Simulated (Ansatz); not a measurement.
# NbN: a changed input and its effect

System: NbN (Fm-3m, 4 atoms in the cell).
Method of run A: DFT PBEsol+U, scalar-relativistic, plane waves, PAW, Ueff = 8 eV on Nb atom 1 d; Ueff = 8 eV on Nb atom 3 d, no spin polarisation (Ansatz 0.2.0).

The structure derives from an entry of the Crystallography Open Database. Text and figures count atoms from 1; the logs count them from 0 in places.

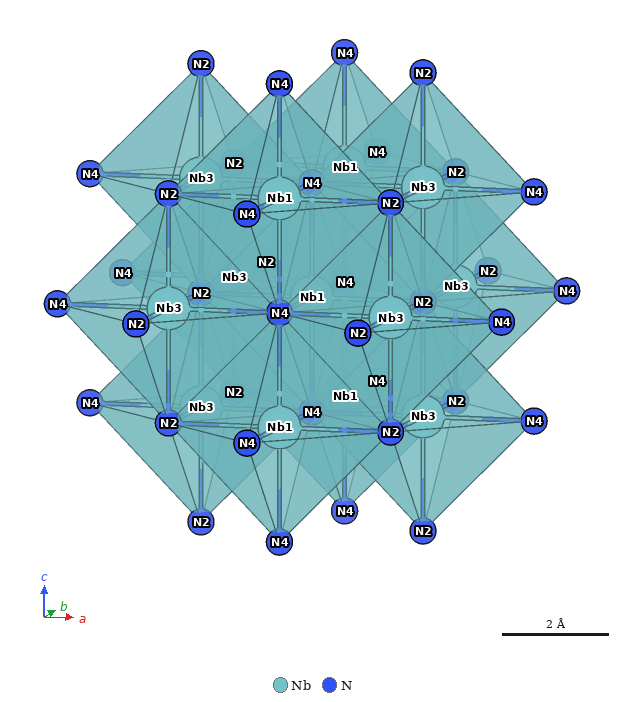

The input geometry (polyhedral view of the cell 2 times as large as that of the calculation, set on its symmetry axes, seen slightly off an axis; polyhedra are completed across the faces of the cell; atoms are numbered from 1 in the order of the input).

**Input file, run A**
```yaml
crystal:
  lattice:
    - [0.0, 2.19450073, 2.19450073]
    - [4.38900146, 2.19450073, 2.19450073]
    - [4.38900146, 4.38900146, 0.0]
  atoms:
    - { symbol: Nb, position: [0.5, 0.5, 0.0] }
    - { symbol: "N", position: [0.0, 0.0, 0.0] }
    - { symbol: Nb, position: [0.5, 0.5, 0.5] }
    - { symbol: "N", position: [0.0, 0.0, 0.5] }
basis:
  ecutwfc: 420
  ecutrho_ratio: 4
kpoints:
  mp_grid: { grid: [7, 7, 7] }
hamiltonian:
  xc: pbesol
  hubbard:
    sites: [{ site: 0, l: d, u_eff: 8.0 }, { site: 2, l: d, u_eff: 8.0 }]
scf:
  occupations: { method: gaussian, width: 0.05 }
  lower_state_search: "off"
  max_iter: 150
output:
  forces: true
  stress: true
  eigenvalues: true
  populations: true
  hubbard: { sites: [{ site: 0, l: d }, { site: 2, l: d }] }
```

Command:
```bash
ansatz run input.yaml --threads 2 --pin off --max-ram 3072MiB --backend cpu --events-out ev --progress --plain --runs-dir out
```

Hardware: 2 threads of Arm Neoverse N1, 98 GiB of memory available, shared host.

**Output, shortened to warnings, some set-up lines, iterations and results (run A)**
```
Basis set: ecut = 420 eV, 823 PW (Γ), FFT grids on a1, a2−a3, −a1+a2, exchange–correlation on 48×48×60 points (8 copies of the dense FFT grid, shifted against one another)
Symmetry: 32 space group operations
k-points: 40 of 343
Initial density: superposition of atomic densities (chi_scale 0.1, normalization cell, long waves of neutral atoms under a Hubbard term (reshape's long-wave potential 0.00 eV rms, cloud 2.35 Å wide))
[...]
SCF iter   1: F=—  HF=-9735.754982 eV  |F-HF|=—  |Δ(HF+E_count)|=         —  Δρ=1.21e-1  dr2=8.41e0  ethr=3.10e-3  ⟨swp⟩=5.7  Hψ=3775  notcnv=0
SCF iter   2: F=—  HF=-9734.024866 eV  |F-HF|=—  |Δ(HF+E_count)|=    1.73e0  Δρ=4.95e-2  dr2=9.37e-1  ethr=3.10e-3  ⟨swp⟩=2.2  Hψ=1774  notcnv=0  defer=6
SCF iter   3: F=—  HF=-9733.874535 eV  |F-HF|=—  |Δ(HF+E_count)|=   1.50e-1  Δρ=2.26e-2  dr2=9.72e-2  ethr=2.60e-3  ⟨swp⟩=2.1  Hψ=1436  notcnv=0  defer=5
SCF iter   4: F=—  HF=-9733.885616 eV  |F-HF|=—  |Δ(HF+E_count)|=   1.11e-2  Δρ=2.27e-3  dr2=1.41e-3  ethr=2.70e-4  ⟨swp⟩=2.2  Hψ=1437  notcnv=0  defer=5
SCF iter   5: F=—  HF=-9733.885941 eV  |F-HF|=—  |Δ(HF+E_count)|=   3.25e-4  Δρ=5.81e-4  dr2=7.13e-5  ethr=3.92e-6  ⟨swp⟩=2.6  Hψ=1633  notcnv=0  defer=4
SCF iter   6: F=—  HF=-9733.886015 eV  |F-HF|=—  |Δ(HF+E_count)|=   7.44e-5  Δρ=2.48e-4  dr2=1.62e-5  ethr=1.98e-7  ⟨swp⟩=2.1  Hψ=1457  notcnv=0  defer=3
SCF iter   7: F=—  HF=-9733.886078 eV  |F-HF|=—  |Δ(HF+E_count)|=   6.25e-5  Δρ=2.19e-4  dr2=1.31e-5  ethr=4.49e-8  ⟨swp⟩=2.0  Hψ=1586  notcnv=0  defer=3
SCF iter   8: F=—  HF=-9733.886204 eV  |F-HF|=—  |Δ(HF+E_count)|=   1.26e-4  Δρ=1.18e-4  dr2=3.62e-6  ethr=3.65e-8  ⟨swp⟩=3.2  Hψ=2036  notcnv=0  defer=3
SCF iter   9: F=—  HF=-9733.886223 eV  |F-HF|=—  |Δ(HF+E_count)|=   1.91e-5  Δρ=4.93e-5  dr2=8.20e-7  ethr=1.01e-8  ⟨swp⟩=2.4  Hψ=1720  notcnv=0  defer=3
SCF iter  10: F=-9733.886225 eV  HF=-9733.886225 eV  |F-HF|=3.99e-9  |Δ(HF+E_count)|=   2.60e-6  Δρ=8.19e-6  dr2=1.62e-8  ethr=2.78e-10  ⟨swp⟩=4.5  Hψ=4127  notcnv=0
SCF 1 converged in 10 iterations: F = -9733.886225 eV  dr2 = 1.62e-8
SCF converged after 10 iterations
Free energy (F): -9733.886225 eV
Harris-Foulkes:  -9733.886225 eV  (|F-HF|=3.99e-9)
Internal energy: -9733.882785 eV  (E = F + TS)
E sigma→0 (E₀):  -9733.884505 eV
Entropy (-TS):   -0.003440 eV (-0.860 meV/atom)
Fermi energy:    20.721055 eV
--- Per-component energies (eV) ---
  E_band       = -16.503095
  E_kinetic    = 1057.457046
  E_local      = -1438.547826  (includes V_loc(G=0)·N_el)
  E_nonlocal   = 329.925349
  E_hartree    = 432.188257
  E_xc         = -471.798931
  E_vxc        = -582.131989  (∫ρ·V_xc dr)
  E_hubbard    = 18.362121  (on-site DFT+U / exact-exchange correction)
  E_vhub       = 6.081196  (the Hubbard potential's part of the band-sum identity)
  E_paw        = -6278.926951  (= ΣΔE_a)
  E_vpaw       = -253.659701  (= ΣTr[D̂ρ^β])
  E_aug_tail   = 0.000191  (compensation charges beyond the density's cutoff)
  E_ewald      = -3382.975656
  E_core_change = 0.433616  (= ΣΔE_core)
  E_smearing   = -0.003440  (= −TS)
  E_closure    = 0.000000  (closes the sum)
  Σ components = -9733.886225   (vs F -9733.886225, Δ=0.00e0)
--- Forces (eV/Å), atoms counted from 1 ---
  atom   1  Nb    -0.00000000    -0.00000000     0.00000000
  atom   2  N     -0.00000000    -0.00000000    -0.00000000
  atom   3  Nb    -0.00000000     0.00000000    -0.00000000
  atom   4  N     -0.00000000     0.00000000     0.00000000
  max |Σ_I F_I| component: 1.01e-29 eV/Å
--- Stress (GPa, compression-positive) ---
        4.122821      -0.000000       0.000000
       -0.000000       4.764468      -0.000000
        0.000000       0.000000       4.764468
  P = ⅓ Tr σ = 4.5506 GPa (45.506 kbar)
Occupation matrices written to [file]
--- Löwdin populations: 4 sites ---
  site symbol       q [e]
     0     Nb     12.2096
     1      N      5.7146
     2     Nb     12.2096
     3      N      5.7146
  spilling = 0.004211 (of n_electrons = 36.000000)
--- Occupation matrices: 2 shells (run DFT+U table (all-electron-ortho-atomic); ε = 7.53e-3) ---
  Nb0 d_4D: site group Oh (m-3m); on the run's cell D4h (4/mmm)
  Nb0 d_4D -      Tr n = 1.9152  λ = 0.282 0.282 0.447 0.447 0.457  [2× z2 0.50 (Eg 1.00) Eg(1.00)/A1g(0.50) | 2× xz 0.50 (T2g 1.00) T2g(1.00)/Eg(1.00) | yz 1.00 (T2g 1.00) T2g(1.00)/B1g(1.00)]
  Nb2 d_4D: site group Oh (m-3m); on the run's cell D4h (4/mmm)
  Nb2 d_4D -      Tr n = 1.9152  λ = 0.282 0.282 0.447 0.447 0.457  [2× z2 0.50 (Eg 1.00) Eg(1.00)/A1g(0.50) | 2× xz 0.50 (T2g 1.00) T2g(1.00)/Eg(1.00) | yz 1.00 (T2g 1.00) T2g(1.00)/B1g(1.00)]
  Tr n, λ and their labels are of the run-group-symmetrised matrices; stabiliser: 64 of 64 elements of G0×{1,Θ} (closed), max defect 1.2e-15 at τ = 1.6e-3
```

The input of run B differs as follows (lines with − go, lines with + come):
```diff
+magnetization:
+  spin_polarized: true
+  initial_magnetization: 0.0
+  spin_locking: { lock_magnetization: hard }
```

How does run B compare with run A?

The total moment is fixed by the input in run B, so the state need not be the lowest. The energy is the same within 0.01 meV per atom. With spin allowed, the absolute moment of the cell comes to 0.00 μB. No starting moments were typed, and other magnetic orders weren't tried. The SCF takes 11 iterations against 10.

**Output, shortened to warnings, some set-up lines, iterations and results (run B)**
```
Warning: output.stress: scf.convergence.dr2_threshold = 1e-7 eV (the SCF's general default) is looser than the 4e-10 eV advised for a printed stress (1e-10 eV for each atom of the cell: 4). What an SCF threshold leaves in a stress goes as its square root, and in the free energy as the threshold itself, and one threshold admits the most on a small cell: of the crystals measured, under no hybrid …
Basis set: ecut = 420 eV, 823 PW (Γ), FFT grids on a1, a2−a3, −a1+a2, exchange–correlation on 48×48×60 points (8 copies of the dense FFT grid, shifted against one another)
Symmetry: 32 space group operations
k-points: 40 of 343
Initial density: superposition of atomic densities (chi_scale 0.1, normalization cell, long waves kept (reshape's long-wave potential 0.00 eV rms))
[...]
SCF iter   1: F=—  HF=-9735.754978 eV  |F-HF|=—  |Δ(HF+E_count)|=         —  Δρ=6.07e-2 (↑6.07e-2 ↓6.07e-2)  dr2=8.41e0  dr2_m=0.00e0  M=0.000 μB ∫|m|=0.000 μB  β_m=0.30  …
SCF iter   2: F=—  HF=-9734.472960 eV  |F-HF|=—  |Δ(HF+E_count)|=    1.28e0  Δρ=3.64e-2 (↑3.64e-2 ↓3.64e-2)  dr2=2.91e0  dr2_m=0.00e0  M=0.000 μB ∫|m|=0.000 μB  β_m=0.49  …
SCF iter   3: F=—  HF=-9733.870384 eV  |F-HF|=—  |Δ(HF+E_count)|=   6.03e-1  Δρ=1.35e-2 (↑1.35e-2 ↓1.35e-2)  dr2=1.36e-1  dr2_m=0.00e0  M=0.000 μB ∫|m|=0.000 μB  β_m=0.75  …
SCF iter   4: F=—  HF=-9733.888046 eV  |F-HF|=—  |Δ(HF+E_count)|=   1.77e-2  Δρ=2.65e-3 (↑2.65e-3 ↓2.65e-3)  dr2=1.21e-2  dr2_m=0.00e0  M=0.000 μB ∫|m|=0.000 μB  β_m=0.76  …
SCF iter   5: F=—  HF=-9733.885964 eV  |F-HF|=—  |Δ(HF+E_count)|=   2.08e-3  Δρ=4.51e-4 (↑4.51e-4 ↓4.51e-4)  dr2=1.41e-4  dr2_m=0.00e0  M=0.000 μB ∫|m|=0.000 μB  β_m=0.88  …
SCF iter   6: F=—  HF=-9733.886039 eV  |F-HF|=—  |Δ(HF+E_count)|=   7.49e-5  Δρ=1.28e-4 (↑1.28e-4 ↓1.28e-4)  dr2=1.55e-5  dr2_m=0.00e0  M=0.000 μB ∫|m|=0.000 μB  β_m=0.94  …
SCF iter   7: F=—  HF=-9733.886111 eV  |F-HF|=—  |Δ(HF+E_count)|=   7.23e-5  Δρ=1.10e-4 (↑1.10e-4 ↓1.10e-4)  dr2=1.36e-5  dr2_m=0.00e0  M=0.000 μB ∫|m|=0.000 μB  β_m=0.97  …
SCF iter   8: F=—  HF=-9733.886164 eV  |F-HF|=—  |Δ(HF+E_count)|=   5.27e-5  Δρ=8.75e-5 (↑8.75e-5 ↓8.75e-5)  dr2=8.60e-6  dr2_m=0.00e0  M=0.000 μB ∫|m|=0.000 μB  β_m=0.98  …
SCF iter   9: F=—  HF=-9733.886183 eV  |F-HF|=—  |Δ(HF+E_count)|=   1.94e-5  Δρ=8.17e-5 (↑8.17e-5 ↓8.17e-5)  dr2=7.71e-6  dr2_m=0.00e0  M=0.000 μB ∫|m|=0.000 μB  β_m=0.99  …
SCF iter  10: F=—  HF=-9733.886224 eV  |F-HF|=—  |Δ(HF+E_count)|=   4.14e-5  Δρ=1.37e-5 (↑1.37e-5 ↓1.37e-5)  dr2=2.18e-7  dr2_m=0.00e0  M=0.000 μB ∫|m|=0.000 μB  β_m=1.00  …
SCF iter  11: F=-9733.886225 eV  HF=-9733.886225 eV  |F-HF|=3.78e-10  |Δ(HF+E_count)|=   9.41e-7  Δρ=2.79e-6 (↑2.79e-6 ↓2.79e-6)  dr2=1.02e-8  dr2_m=0.00e0  M=0.000 μB …
SCF 1 converged in 11 iterations: F = -9733.886225 eV  dr2 = 1.02e-8
SCF converged after 11 iterations
Stability checked in part: among states of this total moment the steps that led to this state did not find it unstable. No probe was made; neither looks for a lower state of another moment (fixed_total_moment; see scf.lower_state_search)
Magnetization: 0.0000 μB (18.0000 up, 18.0000 down)
Absolute magnetization: 0.0000 μB (∫|ρ↑−ρ↓|)
Spin contamination: 0.0000 ħ² per cell (⟨S²⟩ above its minimum at these occupations)
Per-site moments (μB) at R_I (Å): [(0.0, 0.9052315511250002), (0.0, 0.9052315511250002), (0.0, 0.9052315511250002), (0.0, 0.9052315511250002)]
Free energy (F): -9733.886225 eV
Harris-Foulkes:  -9733.886225 eV  (|F-HF|=3.78e-10)
Internal energy: -9733.882782 eV  (E = F + TS)
E sigma→0 (E₀):  -9733.884504 eV
Entropy (-TS):   -0.003443 eV (-0.861 meV/atom)
Fermi energy:    20.721018 (↑ 20.721018, ↓ 20.721018) eV
--- Per-component energies (eV) ---
  E_band       = -16.501805
  E_kinetic    = 1057.456266
  E_local      = -1438.545712  (includes V_loc(G=0)·N_el)
  E_nonlocal   = 329.924782
  E_hartree    = 432.187101
  E_xc         = -471.798856
  E_vxc        = -582.131898  (∫ρ·V_xc dr)
  E_hubbard    = 18.362112  (on-site DFT+U / exact-exchange correction)
  E_vhub       = 6.080861  (the Hubbard potential's part of the band-sum identity)
  E_paw        = -6278.926626  (= ΣΔE_a)
  E_vpaw       = -253.659227  (= ΣTr[D̂ρ^β])
  E_aug_tail   = 0.000191  (compensation charges beyond the density's cutoff)
  E_ewald      = -3382.975656
  E_core_change = 0.433616  (= ΣΔE_core)
  E_smearing   = -0.003443  (= −TS)
  E_closure    = 0.000000  (closes the sum)
  Σ components = -9733.886225   (vs F -9733.886225, Δ=0.00e0)
--- Forces (eV/Å), atoms counted from 1 ---
  atom   1  Nb    -0.00000000     0.00000000     0.00000000
  atom   2  N      0.00000000     0.00000000    -0.00000000
  atom   3  Nb    -0.00000000    -0.00000000    -0.00000000
  atom   4  N     -0.00000000     0.00000000    -0.00000000
  max |Σ_I F_I| component: 2.44e-29 eV/Å
--- Stress (GPa, compression-positive) ---
        4.123617      -0.000000       0.000000
       -0.000000       4.764530      -0.000000
       -0.000000       0.000000       4.764530
  P = ⅓ Tr σ = 4.5509 GPa (45.509 kbar)
Occupation matrices written to [file]
--- Löwdin populations: 4 sites ---
  site symbol       q [e]    m [muB]
     0     Nb     12.2096     0.0000
     1      N      5.7146     0.0000
     2     Nb     12.2096     0.0000
     3      N      5.7146     0.0000
  spilling = 0.004211 (of n_electrons = 36.000000)
--- Occupation matrices: 2 shells (run DFT+U table (all-electron-ortho-atomic); ε = 5.43e-3) ---
  Nb0 d_4D: site group Oh (m-3m); on the run's cell D4h (4/mmm)
[...]
```

**The two runs side by side**

| quantity | run A | run B |
| --- | --- | --- |
| outcome | converged | converged |
| free energy per atom (eV) | −2433.4716 | −2433.4716 |
| energy per atom, smearing taken to zero (eV) | −2433.4711 | −2433.4711 |
| gap on the mesh (eV) | 0.00 | 0.00 |
| pressure (GPa) | 4.55 | 4.55 |
| largest force (eV/Å) | 0.000 | 0.000 |
| SCF iterations | 10 | 11 |
| irreducible k-points | 40 | 40 |
| plane waves at Γ | 823 | 823 |
| net moment of the cell (μB) | – | 0.00 |
| absolute moment of the cell (μB) | – | 0.00 |
| wall time (shared host) | 4.6 s | 4.9 s |

For run B: Warnings: the SCF threshold is looser than advised for the printed stress.
